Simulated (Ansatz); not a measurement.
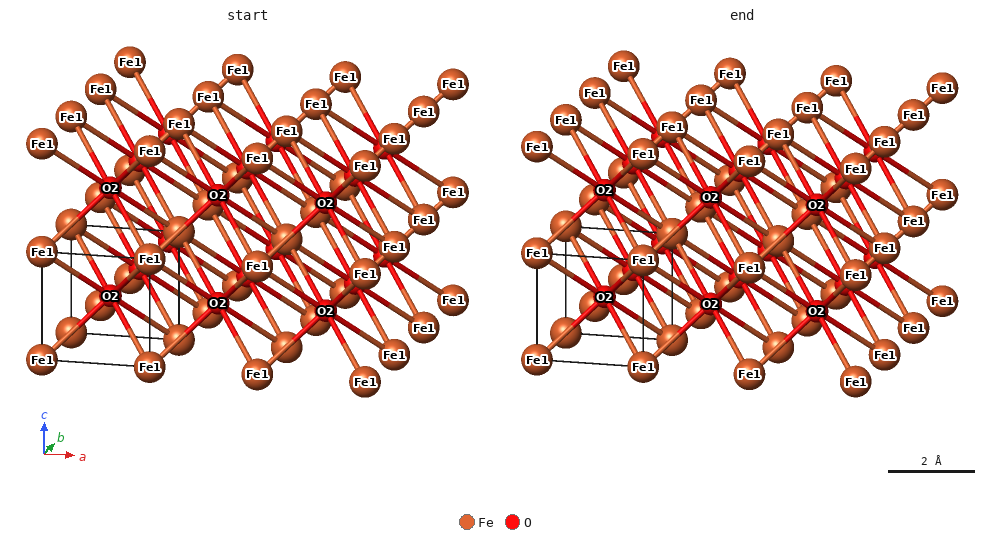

The structure of solid FeO (a generated structure, set up in Pm-3m) before (left) and after (right) a relaxation, at one scale.

Style: ball-and-stick. Shown: the cell of the calculation, repeated 3 × 3 × 2 with one cell outlined, slightly off an axis.

The run lets cell and atoms move.

The calculation used Kohn-Sham DFT of a periodic cell, LDA, Ansatz PAW (Ansatz 0.2.0).

Input
```yaml
crystal:
  lattice:
    - [2.61246963, 0.0, 0.0]
    - [0.0, 2.61246963, 0.0]
    - [0.0, 0.0, 2.61246963]
  atoms:
    - { symbol: Fe, position: [0.0, 0.0, 0.0], spin: 3.0 }
    - { symbol: O, position: [0.5, 0.5, 0.5] }
hamiltonian:
  xc: lda
  pseudopotentials: { kind: paw }
magnetization:
  spin_polarized: true
kpoints:
  mp_grid: { grid: [10, 10, 10] }
scf:
  occupations: { method: fermi_dirac, width: 0.05 }
output:
  forces: true
  stress: true
  eigenvalues: true
relax:
  f_tol: 0.01
  max_steps: 40
  cell: { stress_tol: 0.05 }
```

Launched with:
```bash
ansatz run input.yaml --threads 2 --pin off --max-ram 5632MiB --backend cpu --events-out ev --progress --plain --runs-dir out
```

Q: What changed between the two?

A: No atom moves by more than 0.005 Å relative to the cell. The volume changes by −4.0 %, with a = b = c 2.612 → 2.577 Å (−1.4 %). Among the contacts that change: Fe1–Fe1 2.612 → 2.577 Å, Fe1–O2 2.262 → 2.232 Å. The space group stays Pm-3m (No. 221). Over 4 accepted moves (6 points after the start) the energy falls by 20.9 meV per cell of the calculation. All forces vanish by symmetry, so only the cell relaxes. Pressure: −9.00 GPa at the start and −0.01 GPa at the end. The SCF was repeated twice at an unchanged geometry on a basis and grid sized afresh for the cell, which shifted the energy by 3.7 meV per cell of the calculation at most. Cost: 18 s on 2 threads of Intel(R) Xeon(R) Processor @ 2.70GHz (shared host), peak memory 0.34 GiB.
